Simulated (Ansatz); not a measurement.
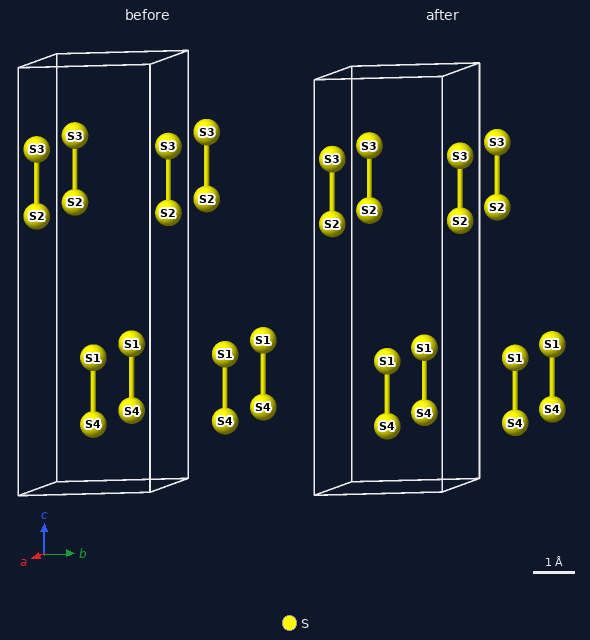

Left: a symmetric starting cell of S (made from another compound by putting S in place of O). Right: the same structure after one change, at the same scale. The picture is a ball-and-stick view of the cell of the calculation, repeated 2 × 2 × 1 with one cell outlined, seen slightly off an axis.

Computed with DFT PBE, scalar-relativistic, plane waves, PAW in Ansatz. (plane-wave cutoff 420 eV; k-point mesh 15 × 15 × 4; occupations gaussian; smearing width 0.1 eV; no spin polarisation)

What was changed?

All lengths are scaled by −2.9 % (volume −8.4 %), the atoms keeping their fractional coordinates. No relaxation follows. The starting cell wasn't computed here and needn't be at equilibrium, so pressure and forces aren't due to the change alone.

And its effect?

The pressure is 33.9 GPa (not all of it need come from the change, since the unchanged cell can be under pressure at this level too). The principal stresses (compression positive) are 106.7 GPa along c and −2.4 GPa across it. The largest forces, 19 eV/Å, act on S1, S2, S3 and S4; on S1 it points along +c. Among the bonded contacts that change: S–S 1.652 → 1.604 Å. The space group stays P6_3/mmc (No. 194).
